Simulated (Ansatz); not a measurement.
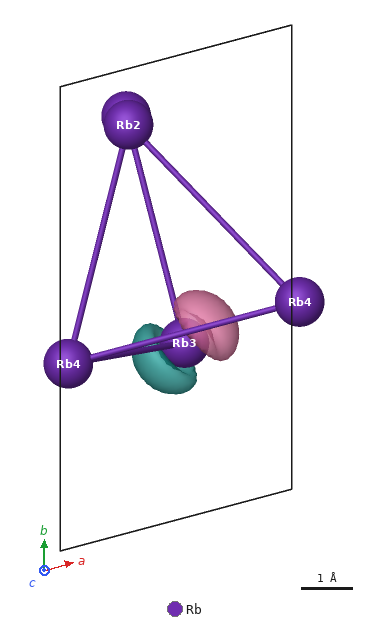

Rb: one atom of the 4-atom cell (and its periodic copies) was moved a little. Density after less density before, teal at +0.08 and pink at −0.08 e/Å³, seen along the c axis; cell a = 4.90 Å, b = 9.19 Å, c = 9.20 Å, α = 85.92°, β = 74.54°, γ = 74.53°. The lobes lie largely inside the PAW sphere, where the density is a smoothed one.

Space group Fddd. This isn't the usual form at ambient conditions. The cell comes from a database of computed structures, not from a measurement.

The calculation used Ansatz 0.2.0, DFT PBE, scalar-relativistic, plane waves, PAW.

### Find the displaced atom and its direction.

Rb3 moved towards the teal lobe, down and to the left in the picture. In the run the shift was 0.05 Å roughly along [−2 −1 0] in the axes of the cell drawn.

### What restoring force does the calculation give for this move?

The force on it changes by 0.00 eV/Å along the move, against it: a stiffness of about 0.07 eV/Å² for this sublattice shift.
